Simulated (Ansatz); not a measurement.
**Single-point calculation, with input and output: Ge**

The run: single-point calculation of Ge (P-1, 8 atoms in the cell). Method and program: DFT LDA, scalar-relativistic, plane waves, PAW, PAW set soft_1, no spin polarisation (Ansatz 0.2.0).

The structure derives from a Materials Project entry. Figures and captions count atoms from 1; the log counts them from 0 in places.

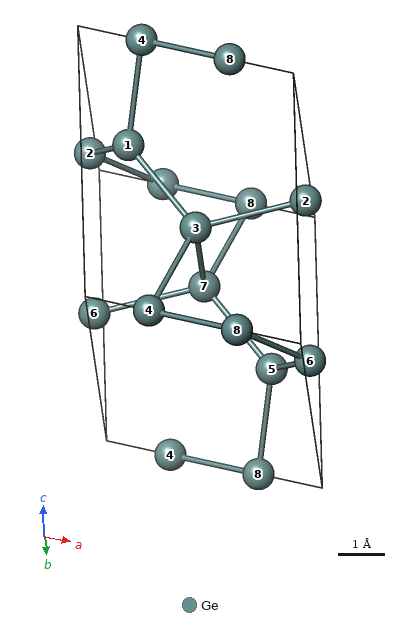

Fig. 1: The input geometry (ball-and-stick view of the cell of the calculation, set on other vectors, seen at an oblique angle; atoms are numbered from 1 in the order of the input).

Results in brief

```csv
quantity,value
outcome,converged
space group (tolerance 0.01 Å),P-1 (2)
electrons treated,112
free energy,−33724.6203 eV
Fermi energy,9.551 eV
gap on the k-point mesh,none (metallic)
pressure,0.71 GPa
largest force (length of the vector),0.813 eV/Å
hardware,"4 threads of Arm Neoverse V1, 24 GiB of memory available, shared host"
wall time,70 s (CPU time 4.6 min)
peak memory,1.9 GiB
```

Notes

Warnings of the run: the PAW datasets were made with another functional.

Input file
```yaml
crystal:
  lattice:
    - [-3.5749546124, 3.3915663157, 3.52906457]
    - [3.2999581038, -3.4833464005, 3.3458481462]
    - [3.5749546124, 3.4833464005, -3.6208446548]
  atoms:
    - { symbol: Ge, position: [0.5, 0.0, 0.7958727303] }
    - { symbol: Ge, position: [0.7958727303, 0.5, 0.0] }
    - { symbol: Ge, position: [0.0, 0.7958727303, 0.5] }
    - { symbol: Ge, position: [0.7041272697, 0.7041272697, 0.7041272697] }
    - { symbol: Ge, position: [0.5, 0.0, 0.2041272697] }
    - { symbol: Ge, position: [0.2041272697, 0.5, 0.0] }
    - { symbol: Ge, position: [0.0, 0.2041272697, 0.5] }
    - { symbol: Ge, position: [0.2958727303, 0.2958727303, 0.2958727303] }
basis:
  ecutwfc: 420
kpoints:
  mp_grid: { grid: [8, 8, 8] }
hamiltonian:
  xc: lda
  pseudopotentials: { kind: paw, azcp: { folder: soft_1 } }
scf:
  occupations: { method: gaussian, width: 0.15 }
output:
  forces: true
  stress: true
  eigenvalues: true
  write_density: true
  write_potential: true
  elf: true
  volumetric_format: npy
```

Launched with:
```bash
ansatz run input.yaml --threads 4 --pin off --max-ram 8192MiB --backend cpu --events-out ev --progress --plain --runs-dir out
```

Log
```
Warning: [file] the record states the generating functional pbe (its physics header spells it `PBE`), which answers neither for hamiltonian.xc's functional nor for the lda family's — results may be inconsistent (PPs are generated against a specific XC)
Engine: ansatz 0.2.0, aarch64-unknown-linux-gnu
Pseudopotentials: kind: paw
Pseudopotential: Ge, paw, valence charge 14, recommended cutoff 420 eV (normal), [file]
Functional definition: SPW92
  exchange = slater_x
  correlation = pw_c
Crystal: 8 atoms, lattice volume = 162.180 Å³
Basis set: ecut = 420 eV, 3193 PW (Γ)
Bands: 68, of which v1, the nominal top of the filled ones, is band 56 counted from 1 (55 counted from 0)
Symmetry: 2 space group operations
Space group: P-1 (ITA 2), of the structure as read, at distance tolerance 5.5e-5 Å
k-points: 260 of 512
Non-local potential: Ge, projectors of the file, l = 0: 2, l = 1: 2, l = 2: 3, l = 3: 1
PAW form: soft (Blöchl's): semilocal exchange-correlation on the pseudo side does not see the compensation charge
PAW frozen core: Ge, regenerated for the run's functional, and the local potential with it (the file was generated under x = pbe(κ = 0.804, μ = 0.2195149727645171), c = pbe(β = 0.06672455060314922))
PAW one-centre angular grid: Ge, 590 points (default); XC on 64 Gauss nodes
Initial density: superposition of atomic densities (chi_scale 0.1, normalization cell)
Initial wavefunctions: pseudopotential atomic-orbital guess
Functional: x = slater, c = lda
SCF iter   1: F=—  HF=-33724.991919 eV  |F-HF|=—  |Δ(HF+E_count)|=         —  Δρ=3.33e-2  dr2=1.55e0  ethr=3.10e-3  ⟨swp⟩=6.0  Hψ=63504  notcnv=0  defer=1
preconditioner: auto → Kerker (q_TF=auto, 2.565 Å⁻¹)  [metal: Δε(μ)=0.016 eV  Ē_g=22.518 eV  σ=0.150 eV  W_gap=0.06  n_scr=46 (ndim 8)  ℏωp=30.9 eV  f_vac=0.000  D(μ)=1.19/eV (n_scr^D=0)]
SCF iter   2: F=—  HF=-33724.794598 eV  |F-HF|=—  |Δ(HF+E_count)|=   1.97e-1  Δρ=2.13e-2  dr2=6.95e-1  ethr=1.38e-3  ⟨swp⟩=2.0  Hψ=22224  notcnv=0  defer=1069
SCF iter   3: F=—  HF=-33724.628429 eV  |F-HF|=—  |Δ(HF+E_count)|=   1.66e-1  Δρ=2.87e-3  dr2=1.91e-2  ethr=6.21e-4  ⟨swp⟩=2.0  Hψ=22694  notcnv=0  defer=1069
SCF iter   4: F=—  HF=-33724.621600 eV  |F-HF|=—  |Δ(HF+E_count)|=   6.83e-3  Δρ=1.84e-3  dr2=6.92e-3  ethr=1.71e-5  ⟨swp⟩=2.0  Hψ=27186  notcnv=0  defer=1070
SCF iter   5: F=—  HF=-33724.620268 eV  |F-HF|=—  |Δ(HF+E_count)|=   1.33e-3  Δρ=4.90e-4  dr2=4.45e-4  ethr=6.18e-6  ⟨swp⟩=2.0  Hψ=31124  notcnv=0  defer=1070
SCF iter   6: F=—  HF=-33724.620266 eV  |F-HF|=—  |Δ(HF+E_count)|=   2.44e-6  Δρ=1.09e-4  dr2=2.58e-5  ethr=3.97e-7  ⟨swp⟩=2.0  Hψ=31113  notcnv=0  defer=1070
SCF iter   7: F=—  HF=-33724.620291 eV  |F-HF|=—  |Δ(HF+E_count)|=   2.55e-5  Δρ=4.69e-5  dr2=4.35e-6  ethr=2.31e-8  ⟨swp⟩=2.0  Hψ=31977  notcnv=0  defer=1122
SCF iter   8: F=—  HF=-33724.620286 eV  |F-HF|=—  |Δ(HF+E_count)|=   5.09e-6  Δρ=1.98e-5  dr2=1.39e-6  ethr=3.89e-9  ⟨swp⟩=2.0  Hψ=31146  notcnv=0  defer=1124
SCF iter   9: F=—  HF=-33724.620286 eV  |F-HF|=—  |Δ(HF+E_count)|=   1.44e-7  Δρ=6.31e-6  dr2=1.97e-7  ethr=1.24e-9  ⟨swp⟩=2.2  Hψ=22243  notcnv=0  defer=1124
SCF iter  10: F=-33724.620286 eV  HF=-33724.620286 eV  |F-HF|=5.70e-9  |Δ(HF+E_count)|=   4.14e-8  Δρ=1.97e-6  dr2=1.10e-8  ethr=8.93e-11  ⟨swp⟩=13.4  Hψ=115100  notcnv=0
SCF 1 converged in 10 iterations: F = -33724.620286 eV  dr2 = 1.10e-8
  greatest PAW one-centre occupation: 0.998 electrons in one spin orbital (limit 2), on the Ge atom at site 7 (counted from 0), in its partial waves of l = 2
```

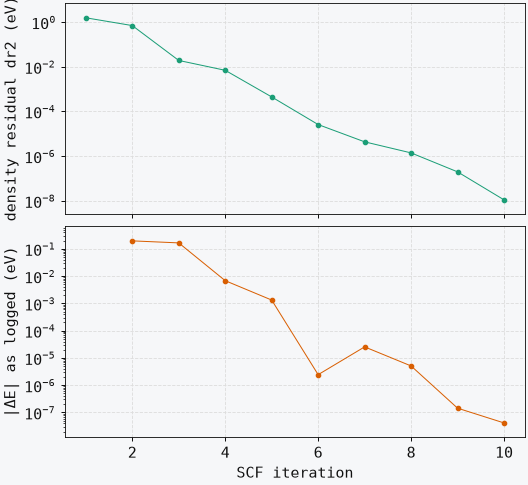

Fig. 2: Convergence of the self-consistent field: density residual dr2 and size of the energy change against the SCF iteration. The residual falls at every step.

```
SCF converged after 10 iterations
Free energy (F): -33724.620286 eV
Harris-Foulkes:  -33724.620286 eV  (|F-HF|=5.70e-9)
Internal energy: -33724.603383 eV  (E = F + TS)
E sigma→0 (E₀):  -33724.611835 eV
Entropy (-TS):   -0.016903 eV (-2.113 meV/atom)
Fermi energy:    9.550638 eV
--- Per-component energies (eV) ---
  E_band       = -1090.800089
  E_kinetic    = 748.771953
  E_local      = -16807.952314  (includes V_loc(G=0)·N_el)
  E_nonlocal   = 1763.405178
  E_hartree    = 8042.720113
  E_xc         = -574.193565
  E_vxc        = -528.497582  (∫ρ·V_xc dr)
  E_paw        = -15470.338122  (= ΣΔE_a)
  E_vpaw       = -2351.968025  (= ΣTr[D̂ρ^β])
  E_aug_tail   = 0.000121  (compensation charges beyond the density's cutoff)
  E_ewald      = -11442.283359
  E_core_change = 15.266612  (= ΣΔE_core)
  E_smearing   = -0.016903  (= −TS)
  E_closure    = 0.000000  (closes the sum)
  Σ components = -33724.620286   (vs F -33724.620286, Δ=0.00e0)
--- Forces (eV/Å), atoms counted from 1 ---
  atom   1  Ge     0.03442400     0.33985109    -0.61110703
  atom   2  Ge     0.06641947     0.02670471     0.57578510
  atom   3  Ge    -0.12995611     0.05511696    -0.42923432
  atom   4  Ge     0.34825901     0.48518015     0.55092112
  atom   5  Ge    -0.03442400    -0.33985109     0.61110703
  atom   6  Ge    -0.06641947    -0.02670471    -0.57578510
  atom   7  Ge     0.12995611    -0.05511696     0.42923432
  atom   8  Ge    -0.34825901    -0.48518015    -0.55092112
  max |Σ_I F_I| component: 0.00e0 eV/Å
--- Stress (GPa, compression-positive) ---
        0.787890       0.073597       5.768180
        0.073597       0.192302       1.883298
        5.768180       1.883298       1.159938
  P = ⅓ Tr σ = 0.7134 GPa (7.134 kbar)
--- Band table (eV; the first three rows and the last of 260) ---
  k-point 0: bands = ["-15.4456", "-15.4111", "-15.3892", "-15.3865", "-15.3811", "-15.3762", "-15.3732", "-15.3598", "-15.3379", "-15.3367", "-15.3295", "-15.2809", "-15.2779", "-15.2537", "-15.2497", "-15.2359", "-15.2259", "-15.2142", "-15.2069", "-15.2027", "-15.1801", "-15.1751", "-15.1714", "-15.1630", "-15.1625", "-15.1608", "-15.1416", "-15.1344", "-15.1307", "-15.1244", "-15.1093", "-15.1017", "-15.0984", "-15.0924", "-15.0790", "-15.0695", "-15.0503", "-15.0173", "-15.0145", "-15.0067", "-3.6081", "0.0858", "0.3907", "0.7419", "1.1054", "2.5577", "2.5896", "2.6560", "4.9280", "4.9437", "5.8200", "5.8496", "5.9087", "8.2417", "8.2930", "8.8072", "11.1998", "11.2315", "11.3491", "12.9969", "13.4794", "13.9186", "13.9614", "14.3864", "15.0015", "16.2521", "16.3637", "16.3923"]
  k-point 1: bands = ["-15.4443", "-15.4114", "-15.3904", "-15.3849", "-15.3804", "-15.3737", "-15.3708", "-15.3590", "-15.3368", "-15.3338", "-15.3254", "-15.2852", "-15.2795", "-15.2645", "-15.2474", "-15.2393", "-15.2199", "-15.2178", "-15.2120", "-15.2035", "-15.1864", "-15.1770", "-15.1715", "-15.1710", "-15.1575", "-15.1490", "-15.1415", "-15.1381", "-15.1306", "-15.1245", "-15.1057", "-15.1037", "-15.0938", "-15.0914", "-15.0773", "-15.0679", "-15.0503", "-15.0190", "-15.0143", "-15.0074", "-3.5172", "-0.1239", "0.3211", "0.5219", "1.0299", "2.5195", "2.7658", "2.8967", "4.8013", "5.0783", "6.1195", "6.1865", "6.3347", "7.8130", "8.0234", "8.6418", "11.1764", "11.6298", "11.8091", "12.5465", "12.8183", "13.0959", "14.2056", "14.7279", "15.0212", "15.5550", "15.7679", "16.0683"]
  k-point 2: bands = ["-15.4410", "-15.4114", "-15.3933", "-15.3817", "-15.3785", "-15.3668", "-15.3641", "-15.3555", "-15.3366", "-15.3267", "-15.3155", "-15.2941", "-15.2835", "-15.2768", "-15.2554", "-15.2436", "-15.2333", "-15.2190", "-15.2137", "-15.2006", "-15.1918", "-15.1851", "-15.1734", "-15.1661", "-15.1529", "-15.1510", "-15.1495", "-15.1365", "-15.1254", "-15.1181", "-15.1089", "-15.1006", "-15.0903", "-15.0828", "-15.0715", "-15.0663", "-15.0498", "-15.0237", "-15.0139", "-15.0089", "-3.2462", "-0.6610", "-0.1302", "0.3250", "1.1257", "2.2296", "3.1315", "3.5495", "4.7364", "5.5237", "6.5000", "6.9168", "7.1253", "7.3813", "7.4800", "8.6726", "10.4462", "10.9985", "11.9763", "12.5618", "12.6582", "13.0937", "13.7785", "13.8116", "14.7502", "15.1407", "15.4077", "16.0597"]
  k-point 259: bands = ["-15.4402", "-15.4098", "-15.3911", "-15.3659", "-15.3618", "-15.3499", "-15.3469", "-15.3435", "-15.3261", "-15.3069", "-15.2997", "-15.2918", "-15.2884", "-15.2796", "-15.2781", "-15.2639", "-15.2454", "-15.2426", "-15.2339", "-15.2255", "-15.2064", "-15.2007", "-15.1892", "-15.1847", "-15.1739", "-15.1559", "-15.1469", "-15.1418", "-15.1382", "-15.1063", "-15.0903", "-15.0820", "-15.0751", "-15.0589", "-15.0454", "-15.0452", "-15.0405", "-15.0363", "-15.0355", "-15.0124", "-1.4074", "-1.3892", "-1.3771", "-0.0217", "0.1827", "0.3377", "3.6438", "5.7672", "5.9807", "6.2765", "6.9346", "7.1409", "7.3270", "8.0333", "9.9840", "10.0738", "10.1777", "11.0220", "12.0052", "12.0914", "12.4900", "12.8089", "12.8835", "12.9462", "13.0961", "13.4370", "13.7103", "13.8263"]
```

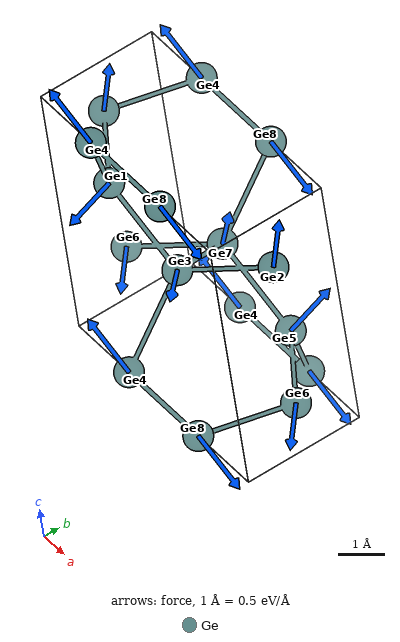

Fig. 3: Forces on the atoms as blue arrows (ball-and-stick view of the cell of the calculation, set on other vectors, seen slightly off an axis; atoms are numbered from 1 in the order of the input). The largest act on Ge4, Ge8 (0.81 eV/Å); Ge1, Ge5 (0.70 eV/Å); Ge2, Ge6 (0.58 eV/Å); Ge3, Ge7 (0.45 eV/Å). The geometry is not a stationary point of this energy.

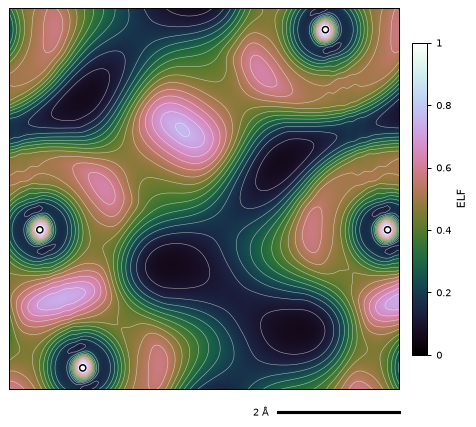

Fig. 4: ELF on the (001) plane of the conventional cell. Circles mark the nuclei in the plane (Ge). The strong features right at Ge lie inside the PAW spheres (semicore, d or f shells) and say nothing about bonding. In a PAW calculation such maps are meaningful between the atoms, not at the nuclei.

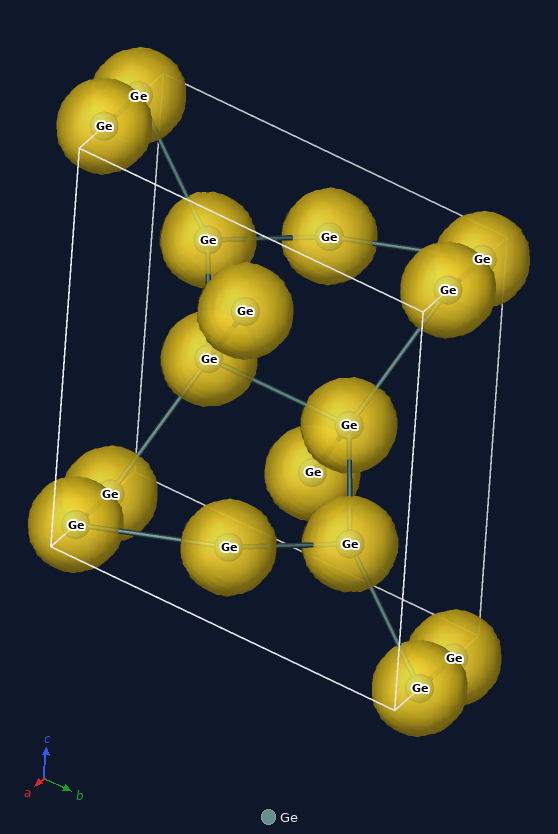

Fig. 5: Isosurface of the valence electron density at 1 e/Å³ (yellow), seen slightly off an axis. Sticks mark near contacts. The outline is the cell set on symmetry axes. At this value the density breaks into separate islands; it holds about 70 % of the electrons treated as valence (semicore included). It is pinched off along the Ge–Ge (2.34 Å), Ge–Ge (2.39 Å), Ge–Ge (2.44 Å) and Ge–Ge (2.50 Å) contacts. On the grid the lowest density along these lines, outside the cores, is 0.58 e/Å³ (Ge–Ge, 2.34 Å), 0.54 e/Å³ (Ge–Ge, 2.39 Å), 0.5 e/Å³ (Ge–Ge, 2.44 Å) and 0.45 e/Å³ (Ge–Ge, 2.50 Å).
